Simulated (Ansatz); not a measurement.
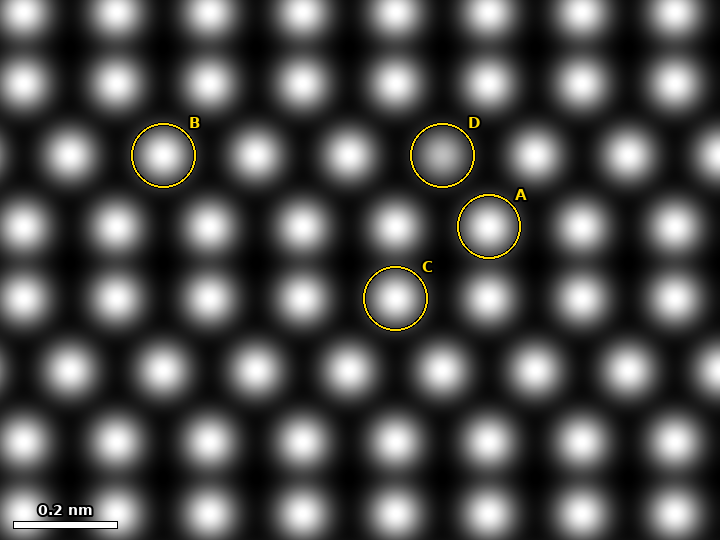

Dark-field STEM-like image of Ge (P6/mmm, No. 191) along [102]. Simulated incoherent Z contrast: every atom adds Z^1.7 spread by a probe of 0.75 Å full width; channelling and multiple scattering are left out. The display is stretched by a gamma of 0.8; percentages refer to the linear signal.

The sample is 3 repeats (21.9 Å) thick. One point defect was put into the perfect crystal, without relaxing the atoms around it. Brightness is counted from the darkest point of the image. Host structure: the geometry given to an electronic-structure calculation, possibly off equilibrium; the starting structure was generated, so it need not be a known form of this composition.

Question: Which ringed column holds the defect, and does it scatter more or less than its equals?

Answer: D; it scatters less. The column holds 3 atoms (Ge) through the sample, and one Ge atom is replaced by C, so its peak drops to about 70 % of that of its equals.
